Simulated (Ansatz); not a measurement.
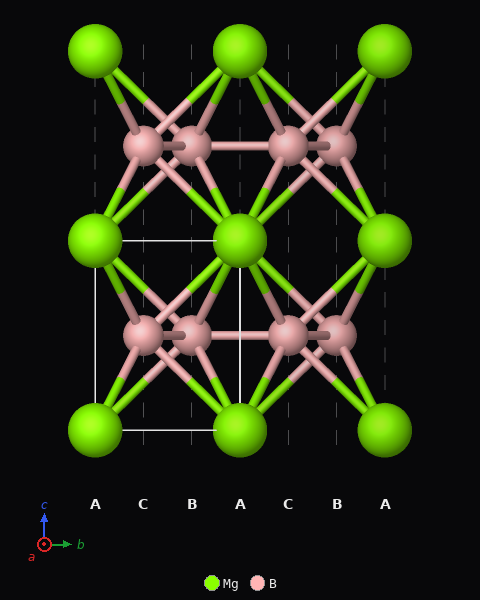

The picture looks along a close-packed row of the hexagonal mesh; c points upwards. The dashed lines mark the three columns A (0, 0), B (1/3, 2/3) and C (2/3, 1/3). The sequence starts with the first layer at or above the cell's origin.

MgB2 (space group P6/mmm, No. 191): the end point of a relaxation at fixed volume with DFT PBEsol, scalar-relativistic, plane waves, PAW in Ansatz 0.2.0.

**Read off the stacking sequence over one period.**

Mg(A) – B(B)+B(C) (two layers in 3.46 Å).
